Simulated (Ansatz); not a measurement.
**Run report: B14HN14 (charge −1), geometry relaxation (part 2 of 3)**

The same run, continued: B14HN14 (defect cell, 29 atoms in the cell, total charge −1); DFT PBE, scalar-relativistic, plane waves, PAW, no spin polarisation (Ansatz 0.2.0); cutoff 420 eV, 2×2×2 k-mesh, Gaussian smearing of 0.02 eV. The structure derives from a Materials Project entry. It belongs to a series of runs on one base structure; here: H interstitial, charge -1, atoms relaxed.

## The program's output, continued
```
SCF iter   1: F=—  HF=-7603.728899 eV  |F-HF|=—  |Δ(HF+E_count)|=         —  Δρ=5.81e-3  dr2=4.18e-2  ethr=3.77e-4  ⟨swp⟩=3.4  Hψ=1415  notcnv=0  defer=181
preconditioner: auto → Resta (q_TF=auto, 2.298 Å⁻¹)  ε∞=3.1  [insulator: Δε(μ)=2.383 eV  Ē_g=15.213 eV  σ=0.020 eV  W_gap=1.00  n_scr=60 (ndim 8)  ℏωp=22.2 eV  f_vac=0.177  D(μ)=0.00/eV (n_scr^D=0)  ε∞_Penn≈3.1]
SCF iter   2: F=—  HF=-7603.722938 eV  |F-HF|=—  |Δ(HF+E_count)|=   5.96e-3  Δρ=3.15e-3  dr2=1.21e-2  ethr=3.66e-5  ⟨swp⟩=1.2  Hψ=794  notcnv=0  defer=181
SCF iter   3: F=—  HF=-7603.721228 eV  |F-HF|=—  |Δ(HF+E_count)|=   1.71e-3  Δρ=2.64e-4  dr2=1.40e-4  ethr=1.06e-5  ⟨swp⟩=2.9  Hψ=943  notcnv=0  defer=181
SCF iter   4: F=—  HF=-7603.721206 eV  |F-HF|=—  |Δ(HF+E_count)|=   2.20e-5  Δρ=9.92e-5  dr2=1.42e-5  ethr=1.23e-7  ⟨swp⟩=2.0  Hψ=933  notcnv=0  defer=181
SCF iter   5: F=—  HF=-7603.720928 eV  |F-HF|=—  |Δ(HF+E_count)|=   2.77e-4  Δρ=2.19e-5  dr2=1.25e-6  ethr=1.24e-8  ⟨swp⟩=2.0  Hψ=876  notcnv=0  defer=181
SCF iter   6: F=—  HF=-7603.720930 eV  |F-HF|=—  |Δ(HF+E_count)|=   1.19e-6  Δρ=7.68e-6  dr2=1.77e-7  ethr=1.09e-9  ⟨swp⟩=2.0  Hψ=862  notcnv=0  defer=181
SCF iter   7: F=-7603.720930 eV  HF=-7603.720930 eV  |F-HF|=8.96e-9  |Δ(HF+E_count)|=   1.06e-7  Δρ=3.00e-6  dr2=2.72e-8  ethr=8.77e-11  ⟨swp⟩=19.2  Hψ=5505  notcnv=0
SCF 17 converged in 7 iterations: F = -7603.720930 eV  dr2 = 2.72e-8
relax step  17: F+E_penalty+E_count = -7603.72092970 eV  Δ(F+E_penalty+E_count) = -2.405e-4 eV  max|allowed force component| = 1.029e-2 eV/Å  Δτ_max = 0.0241 Å  (7 SCF iters, accepted)
```

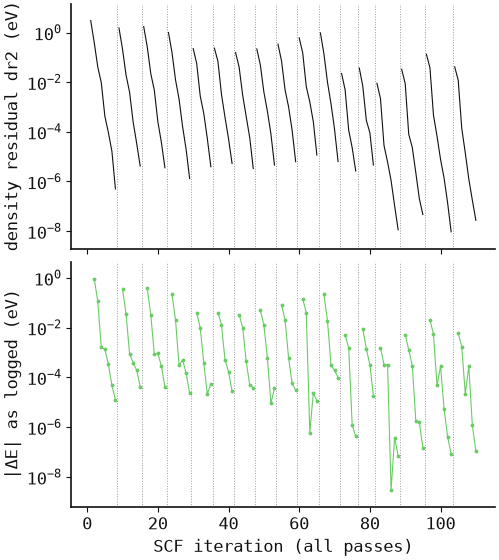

Figure 1. Convergence of the self-consistent field: density residual dr2 and size of the energy change against the SCF iteration. The dotted lines part the SCF passes of the relaxation: geometry steps, rejected trials and re-solves on a re-selected basis. The 17 passes take 5 to 8 iterations each, 110 in all.

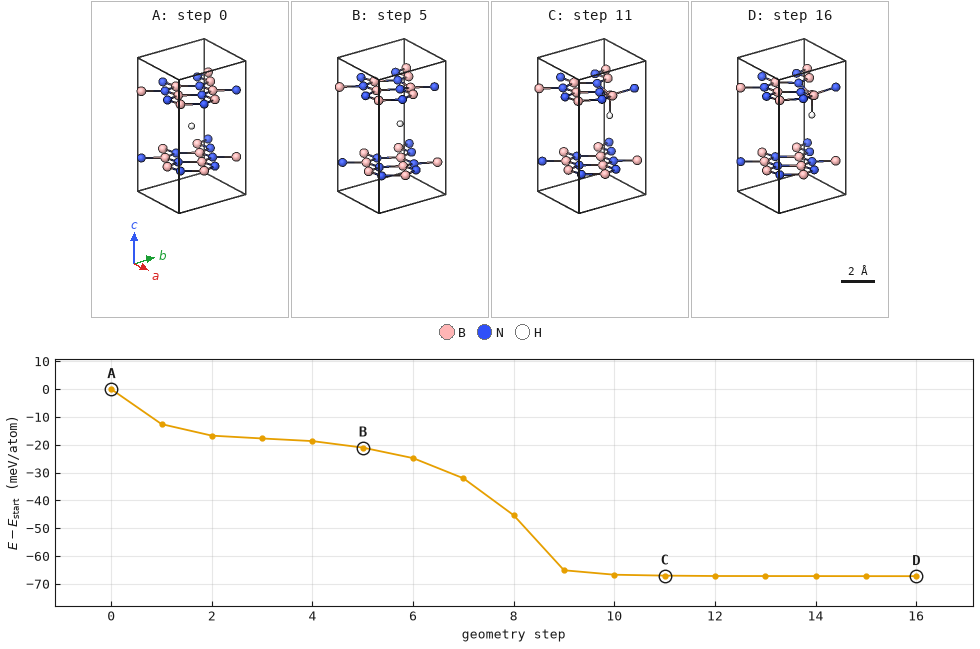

Figure 2. Frames of the relaxation (ball-and-stick view of the cell of the calculation (origin shifted), seen slightly off an axis) above the curves, on which the letters mark them (the first geometry is step 0 here and step 1 in the log).

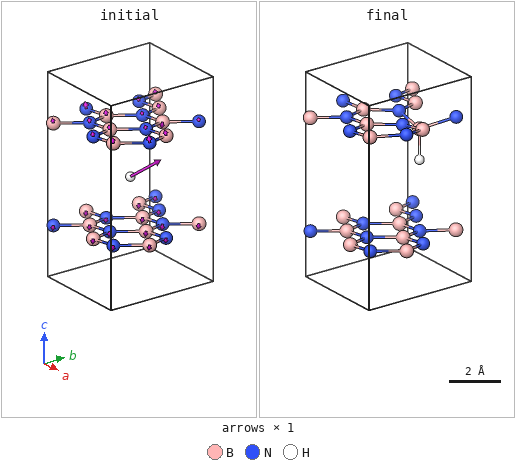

Figure 3. Before (left) and after (right) the relaxation, at one scale (ball-and-stick view of the cell of the calculation (origin shifted), seen slightly off an axis). The pink arrows give the displacements, at true length. The atom that moves furthest is H29 (1.41 Å). Largest moves by element: H 1.41 Å, N 0.34 Å, B 0.28 Å. The lattice vectors keep their values. Among the contacts that change: B10–H29 2.561 → 1.264 Å, B10–N16 1.450 → 1.540 Å, B11–N17 1.450 → 1.428 Å, B11–N15 1.450 → 1.461 Å. New bonds form: B10–H29 (2.56 → 1.26 Å). Among the angles that change: N16–B10–N17 120.0° → 111.5°. After 16 geometry steps the energy has fallen by 67.2 meV per atom. Largest force component: 1.2 eV/Å at the start, 0.01 eV/Å at the end. (Atoms are counted from 1 in the order of the input.)

```
SCF converged after 7 iterations
Free energy (F): -7603.720930 eV
Harris-Foulkes:  -7603.720930 eV  (|F-HF|=8.96e-9)
Internal energy: -7603.720930 eV  (E = F + TS)
E sigma→0 (E₀):  -7603.720930 eV
Fermi energy:    5.428988 eV
--- Per-component energies (eV) ---
  E_band       = -492.694561
  E_kinetic    = 2588.045665
  E_local      = -6947.235137  (includes V_loc(G=0)·N_el)
  E_nonlocal   = 810.547097
  E_hartree    = 2498.876841
  E_xc         = -1306.642736
  E_vxc        = -1621.799480  (∫ρ·V_xc dr)
  E_paw        = -2895.610847  (= ΣΔE_a)
  E_vpaw       = -320.012161  (= ΣTr[D̂ρ^β])
  E_aug_tail   = 0.000047  (compensation charges beyond the density's cutoff)
  E_ewald      = -2351.701859
  E_smearing   = -0.000000  (= −TS)
  E_closure    = 0.000000  (closes the sum)
  E_deformation_potential = -10.862148  (in the stress; not in F)
  Σ components = -7603.720930   (vs F -7603.720930, Δ=0.00e0)
--- Forces (eV/Å), atoms counted from 1 ---
  atom   1  B      0.00171616     0.00115295    -0.00245734
  atom   2  B     -0.00236138    -0.00734365    -0.00360597
  atom   3  B     -0.00480414    -0.00052779    -0.00040898
  atom   4  B      0.00000573    -0.00261035    -0.00164593
  atom   5  B      0.00268104    -0.00150890     0.00325304
  atom   6  B     -0.00062321     0.00466325     0.00196946
  atom   7  B      0.00079567     0.00155725     0.00123733
  atom   8  B     -0.00236041    -0.00846084     0.00552331
  atom   9  B      0.00145247     0.00536643     0.00582719
  atom  10  B      0.00119701     0.00506971    -0.00372611
  atom  11  B     -0.00119983    -0.00774024    -0.00801973
  atom  12  B      0.00838349     0.00155073    -0.01029414
  atom  13  B     -0.00466543    -0.00177660    -0.00428392
  atom  14  B      0.00272063     0.00392169     0.00652053
  atom  15  N      0.00336173     0.00323233     0.00333794
  atom  16  N     -0.00803073    -0.00154589    -0.00026833
  atom  17  N     -0.00493965     0.00166241     0.00350873
  atom  18  N     -0.00523344     0.00217223     0.00546617
  atom  19  N      0.00680056    -0.00468345     0.00734713
  atom  20  N      0.00015122    -0.00236838     0.00423855
  atom  21  N     -0.00274418    -0.00059974    -0.00500121
  atom  22  N     -0.00024970     0.00204389     0.00423807
  atom  23  N      0.00014279     0.00238985     0.00130198
  atom  24  N      0.00172870     0.00205764    -0.00904629
  atom  25  N      0.00239094     0.00139346    -0.00069177
  atom  26  N     -0.00102213     0.00045186    -0.00057889
  atom  27  N      0.00034378    -0.00119961    -0.00059467
  atom  28  N      0.00302754    -0.00155998     0.00115803
  atom  29  H      0.00131886     0.00318354    -0.00428474
  max |Σ_I F_I| component: 5.62e-5 eV/Å
--- Band table (eV; the first three rows and the last of 8) ---
  k-point 0: bands = ["-15.8161", "-14.1142", "-13.4408", "-13.4361", "-13.4360", "-13.4313", "-13.4312", "-13.3865", "-11.8844", "-11.8545", "-11.8541", "-11.4643", "-11.4637", "-11.4563", "-5.4579", "-5.4528", "-5.4526", "-5.4452", "-5.4320", "-5.4314", "-3.8374", "-3.7651", "-3.7649", "-3.7235", "-3.6071", "-3.6065", "-3.4114", "-2.9219", "-2.9112", "-2.9108", "-2.9043", "-2.8991", "-2.8981", "-1.9805", "-1.2958", "-1.2952", "-1.2266", "-1.1317", "-0.7990", "-0.7980", "-0.1456", "-0.1329", "-0.1319", "-0.1238", "-0.0911", "-0.0898", "0.4411", "0.4419", "0.7548", "1.3449", "1.3610", "1.3620", "1.4970", "1.4980", "2.5261", "2.5270", "4.1204", "7.2296", "8.2965", "8.3006", "8.3078", "8.3521", "8.3550", "8.3564", "9.5928", "9.5983", "9.6083", "9.8098", "9.8140", "10.3580", "10.8915", "10.8922", "10.9846", "11.0035", "11.0039", "11.5140", "12.4055", "13.3062", "13.3071", "13.5671", "13.5731", "13.6872", "13.7048", "13.7068", "13.8134", "14.3798"]
  k-point 1: bands = ["-15.8160", "-14.1147", "-13.4407", "-13.4361", "-13.4360", "-13.4312", "-13.4311", "-13.3864", "-11.8845", "-11.8546", "-11.8542", "-11.4644", "-11.4638", "-11.4565", "-5.4581", "-5.4530", "-5.4528", "-5.4455", "-5.4322", "-5.4316", "-3.8377", "-3.7654", "-3.7652", "-3.6994", "-3.6074", "-3.6068", "-3.3799", "-2.9219", "-2.9112", "-2.9109", "-2.9042", "-2.8991", "-2.8982", "-2.0844", "-1.2959", "-1.2953", "-1.2269", "-1.1324", "-0.7949", "-0.7940", "-0.1203", "-0.1089", "-0.1080", "-0.0757", "-0.0744", "-0.0201", "0.4408", "0.4415", "0.6290", "1.3072", "1.3247", "1.3254", "1.4669", "1.4676", "2.5207", "2.5217", "4.2391", "7.9466", "8.2562", "8.2579", "8.2595", "8.3103", "8.3126", "8.3428", "8.8264", "9.4994", "9.5010", "9.5324", "9.7292", "9.7308", "11.8478", "11.8499", "11.9282", "12.0404", "12.0848", "12.0872", "12.6192", "12.6196", "12.6263", "12.6768", "12.6801", "13.1442", "13.3069", "13.3078", "13.4553", "14.0974"]
  k-point 2: bands = ["-15.1587", "-15.1364", "-13.9508", "-13.9374", "-13.5394", "-13.3441", "-12.7590", "-12.4613", "-12.4448", "-12.2361", "-12.1353", "-11.0174", "-10.7383", "-10.5380", "-7.0651", "-6.4744", "-6.4555", "-5.3499", "-4.8263", "-4.8124", "-4.8013", "-4.6205", "-4.2747", "-4.2610", "-3.1357", "-3.0986", "-2.6790", "-2.5468", "-2.4506", "-2.4023", "-2.3386", "-1.9917", "-1.9793", "-1.8946", "-1.8786", "-1.0566", "-1.0277", "-0.8671", "-0.8523", "-0.7588", "-0.7480", "-0.5671", "-0.3443", "-0.2371", "-0.2123", "0.2560", "0.5182", "0.6649", "0.9184", "1.0100", "1.3374", "1.3776", "1.4078", "2.2447", "2.9518", "3.0344", "3.7931", "6.6188", "6.7561", "6.7944", "7.8416", "8.1043", "8.1526", "8.4101", "9.0971", "9.1500", "9.4544", "9.8666", "10.4269", "10.5613", "10.6218", "10.6723", "11.4641", "12.1475", "12.5668", "12.6015", "12.7050", "12.8473", "13.1367", "13.1750", "13.4309", "13.6243", "13.7527", "13.8897", "14.0076", "14.0602"]
  k-point 7: bands = ["-15.1586", "-15.1362", "-13.9508", "-13.9373", "-13.5397", "-13.3445", "-12.7592", "-12.4612", "-12.4447", "-12.2362", "-12.1356", "-11.0176", "-10.7385", "-10.5377", "-7.0652", "-6.4744", "-6.4555", "-5.3502", "-4.8269", "-4.8126", "-4.8010", "-4.6188", "-4.2747", "-4.2613", "-3.1338", "-3.0985", "-2.6296", "-2.5040", "-2.4584", "-2.4024", "-2.3387", "-1.9920", "-1.9785", "-1.8970", "-1.8799", "-1.1517", "-1.0986", "-0.8376", "-0.7993", "-0.7577", "-0.7458", "-0.5703", "-0.3460", "-0.2391", "-0.2213", "0.2484", "0.4527", "0.6286", "0.9361", "1.0103", "1.3373", "1.3823", "1.4130", "2.2364", "2.9479", "3.0396", "3.8748", "6.6312", "6.7390", "6.7752", "8.0000", "8.1175", "8.6942", "8.8508", "8.9976", "9.0327", "9.4676", "9.5069", "9.8893", "10.0916", "11.1762", "11.3741", "11.5281", "11.8090", "12.1118", "12.2947", "12.4752", "12.8633", "13.1590", "13.1925", "13.2529", "13.2688", "13.4182", "13.5652", "13.8820", "14.0684"]
--- Relaxed structure (17 steps of the walk, 17 accepted, 0 SCFs on fresh bases) ---
  F+E_penalty+E_count = -7603.72092970 eV   max|allowed force component| = 1.029e-2 eV/Å
  atoms:
    - { symbol: B, position: [0.08747566752935604, 0.614364637612516, 0.7211995849954169] }
    - { symbol: B, position: [0.37271582070131515, 0.4709086942657432, 0.7193181869237016] }
    - { symbol: B, position: [0.9451302920868105, 0.18587468715901445, 0.7192927020034924] }
    - { symbol: B, position: [0.6588152151678076, 0.32858158656520997, 0.7211784473133278] }
    - { symbol: B, position: [0.23017070444068408, 0.04334933759799324, 0.7194301423953459] }
    - { symbol: B, position: [0.8017371900633443, 0.7572495012570972, 0.7212768202452627] }
    - { symbol: B, position: [0.5160045836872823, 0.9000666416830244, 0.7211680443653391] }
    - { symbol: B, position: [0.3307360929213976, 0.6551760334559918, 0.28107262963914315] }
    - { symbol: B, position: [0.6137909157231496, 0.5154886443545448, 0.2767229726147341] }
    - { symbol: B, position: [0.18668926947702993, 0.22842629514706242, 0.21692261314700714] }
    - { symbol: B, position: [0.8994354717650276, 0.36833071825424135, 0.2763903049315166] }
    - { symbol: B, position: [0.4692563437743461, 0.08416470007192614, 0.2808346659636929] }
    - { symbol: B, position: [0.04653174991466208, 0.8011446805449136, 0.27654707850470533] }
    - { symbol: B, position: [0.7596976968176463, 0.9456433952893958, 0.2810400310850895] }
    - { symbol: N, position: [0.09125021695402796, 0.6081319451958421, 0.277689259733299] }
    - { symbol: N, position: [0.3796984740106479, 0.4694942173998293, 0.27232909589307325] }
    - { symbol: N, position: [0.9454311758889995, 0.18023672586751394, 0.27198946429923454] }
    - { symbol: N, position: [0.6617267634473506, 0.32364885031042545, 0.27767926975886376] }
    - { symbol: N, position: [0.23462597921810924, 0.035241575897719854, 0.2721034167230483] }
    - { symbol: N, position: [0.8067691007030002, 0.7532066983378336, 0.277944432155283] }
    - { symbol: N, position: [0.5199003750939146, 0.8950037852729097, 0.290754612542624] }
    - { symbol: N, position: [0.32554131294465555, 0.6619266768080554, 0.7217154878975357] }
    - { symbol: N, position: [0.6112448943561308, 0.5190910551915019, 0.7216790336441591] }
    - { symbol: N, position: [0.1826618505084371, 0.23339907271072036, 0.7161806321525931] }
    - { symbol: N, position: [0.8969841140044841, 0.376263641123758, 0.721590094468027] }
    - { symbol: N, position: [0.4683484996976697, 0.09052623552478703, 0.7216243149126093] }
    - { symbol: N, position: [0.03980766982312045, 0.8048364533951442, 0.7217122466770258] }
    - { symbol: N, position: [0.7541271268945838, 0.9477164207890973, 0.7217066442539216] }
    - { symbol: H, position: [0.18705745328500986, 0.22876675141618827, 0.06539154106092572] }
```

## Trajectory as extended XYZ (Å, eV, eV/Å), 7 of the 17 frames kept, from step=1 to step=17
```
29
Lattice="6.2805 -2.1756 0.0000 -5.0244 -4.3512 0.0000 0.0000 0.0000 -8.3432" Properties=species:S:1:pos:R:3:forces:R:3 step=1 energy=-7601.77200
B    -2.5122   -2.9008   -6.2574   -0.3182  -0.2102   0.1329
B     0.0000   -2.9008   -6.2574   -0.0350   0.5713   0.2362
B     5.0244   -2.9008   -6.2574    0.4693   0.2176  -0.8005
B     2.5122   -2.9008   -6.2574   -0.0042   0.0012  -0.0735
B     1.2561   -0.7252   -6.2574   -0.4928   0.1834  -0.8475
B     1.2561   -5.0764   -6.2574    0.0392  -0.4289  -0.5357
B    -1.2561   -5.0764   -6.2574    0.3223  -0.1441   0.1274
B    -1.2561   -3.6260   -2.0858    0.0091   0.0094   0.0628
B     1.2561   -3.6260   -2.0858   -0.0059  -0.2648  -0.0666
B     0.0000   -1.4504   -2.0858   -0.0110   0.4716   0.8201
B     3.7683   -3.6260   -2.0858    0.3481   0.2216  -0.1236
B     2.5122   -1.4504   -2.0858   -0.3759   0.2119  -0.1275
B    -3.7683   -3.6260   -2.0858   -0.3090  -0.2851   0.5503
B     0.0000   -5.8016   -2.0858    0.3358  -0.2399   0.5307
N    -2.5122   -2.9008   -2.0858    0.0468  -0.0619  -0.0387
N     0.0000   -2.9008   -2.0858   -0.0584  -0.0873  -0.1003
N     5.0244   -2.9008   -2.0858   -0.5113  -0.2151  -0.7930
N     2.5122   -2.9008   -2.0858   -0.0165  -0.0328   0.0854
N     1.2561   -0.7252   -2.0858    0.5283  -0.2218  -0.8200
N     1.2561   -5.0764   -2.0858   -0.0088   0.4047  -0.5659
N    -1.2561   -5.0764   -2.0858    0.0344   0.0824  -0.0319
N    -1.2561   -3.6260   -6.2574   -0.0326  -0.0476  -0.1337
N     1.2561   -3.6260   -6.2574    0.1337  -0.0416   0.0022
N     0.0000   -1.4504   -6.2574   -0.0068  -0.8634   1.1919
N     3.7683   -3.6260   -6.2574   -0.0830   0.0666   0.0723
N     2.5122   -1.4504   -6.2574   -0.0052  -0.0942   0.0846
N    -3.7683   -3.6260   -6.2574    0.4950   0.3788   0.8437
N     0.0000   -5.8016   -6.2574   -0.4841   0.3380   0.8072
H     0.0148   -0.1651    0.1295   -0.0032   0.0803  -0.4892
```
